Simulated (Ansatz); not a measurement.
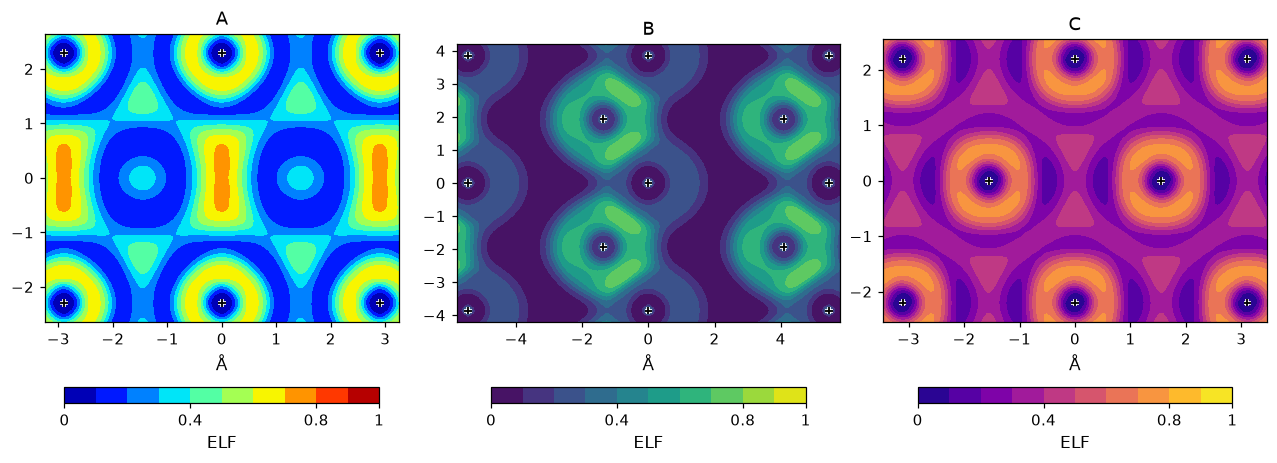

The electron localisation function of 3 systems, each on a plane through atoms (crosses mark nuclei in the plane).

Level of theory: DFT, PBEsol, PAW with Ansatz's default frozen-core files, scalar-relativistic; relaxation of cell and atoms (Ansatz 0.2.0).

System 1: Ti, the (010) plane of the conventional cell. Space group P6₃/mmc; computed without spin polarisation.

```
CELL_PARAMETERS angstrom
2.90091 0.00000 0.00000
-1.45046 2.51226 0.00000
0.00000 0.00000 4.59232
ATOMIC_POSITIONS crystal
Ti 0.33333 0.66667 0.25000
Ti 0.66667 0.33333 0.75000
```

System 2: GaAs, the (101) plane of the conventional cell. Space group F-43m; computed pressure about 10 GPa in this cell.

```yaml
crystal:
  lattice:
    - [5.45248, 0.00000, 0.00000]
    - [0.00000, 0.00000, -5.45248]
    - [0.00000, 5.45248, 0.00000]
  atoms:
    - { symbol: Ga, position: [0.50000, 0.50000, 0.00000] }
    - { symbol: Ga, position: [0.00000, 0.50000, 0.50000] }
    - { symbol: Ga, position: [0.00000, 0.00000, 0.00000] }
    - { symbol: Ga, position: [0.50000, 0.00000, 0.50000] }
    - { symbol: As, position: [0.75000, 0.75000, 0.25000] }
    - { symbol: As, position: [0.25000, 0.75000, 0.75000] }
    - { symbol: As, position: [0.25000, 0.25000, 0.25000] }
    - { symbol: As, position: [0.75000, 0.25000, 0.75000] }
```

System 3: W, the (011̄) plane of the conventional cell. Space group Im-3m; computed pressure about 15 GPa in this cell.

```
CELL_PARAMETERS angstrom
3.10965 0.00000 0.00000
0.00000 3.10965 0.00000
0.00000 0.00000 3.10965
ATOMIC_POSITIONS crystal
W 0.00000 0.00000 0.00000
W 0.50000 0.50000 0.50000
```

**Which map belongs to which system?**

Panel A is system 1, Ti: the plane holds Ti. Ti–Ti (2.90 Å): the ELF is about 0.25 at the midpoint: no localised pair shows between them. Panel B is system 2, GaAs: the plane holds Ga and As. Ga–As (2.36 Å): the ELF peaks at about 0.75 between the atoms (a shared electron pair). Panel C is system 3, W: the plane holds W. W–W (2.69 Å): the ELF is about 0.35 at the midpoint.
